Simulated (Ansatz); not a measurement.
Here is a crystal structure:

```cif
data_structure
_symmetry_space_group_name_H-M 'P 1'
_symmetry_Int_Tables_number 1
_cell_length_a 4.6404
_cell_length_b 4.6404
_cell_length_c 3.0061
_cell_angle_alpha 90.000
_cell_angle_beta 90.000
_cell_angle_gamma 90.000
_cell_volume 64.73
loop_
_atom_site_label
_atom_site_type_symbol
_atom_site_fract_x
_atom_site_fract_y
_atom_site_fract_z
_atom_site_occupancy
Ti1 Ti 0.00000 0.00000 0.00000 1
Ti2 Ti 0.50000 0.50000 0.50000 1
O1 O 0.19435 0.19435 0.50000 1
O2 O 0.30565 0.69435 0.00000 1
O3 O 0.69435 0.30565 0.00000 1
O4 O 0.80565 0.80565 0.50000 1
```

Q: Give a crystallographic description of this input.

A: The structure is one of TiO$_{2}$. It is primitive tetragonal, space group P4_2/mnm (No. 136). Prototype: rutile. It has 6 atoms to the cell (2 Ti, 4 O). Ti is coordinated by six O in a distorted octahedral arrangement at 1.97 to 2.01 Å. O is coordinated by three Ti at 1.97 to 2.01 Å. Not all metal-metal contacts are counted. The bonds build a three-dimensional framework.

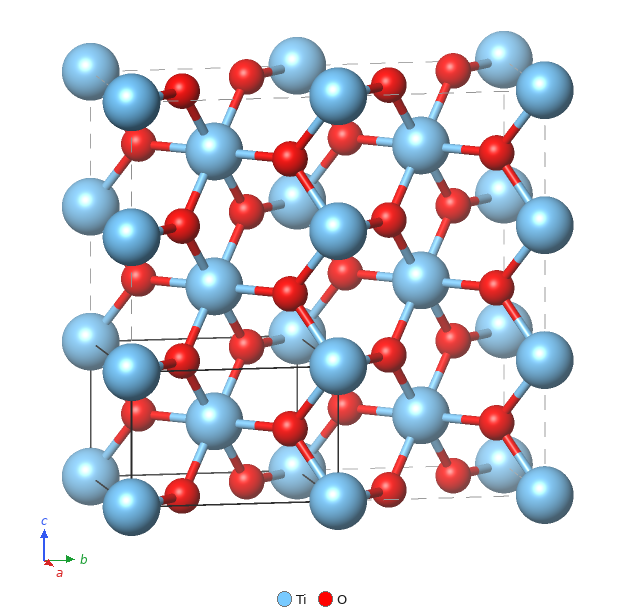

View slightly off an axis, drawn as a ball-and-stick model. One conventional unit cell is drawn solid; the view covers 1×2×3 cells. Colours: titanium blue, oxygen red.

The cell started as a structure listed in the Materials Project. Earlier steps of the study, as a rule a relaxation of our own, may have changed the cell and positions, so they can lie some per cent off the listed ones. An electronic-structure calculation with Ansatz was run on it.
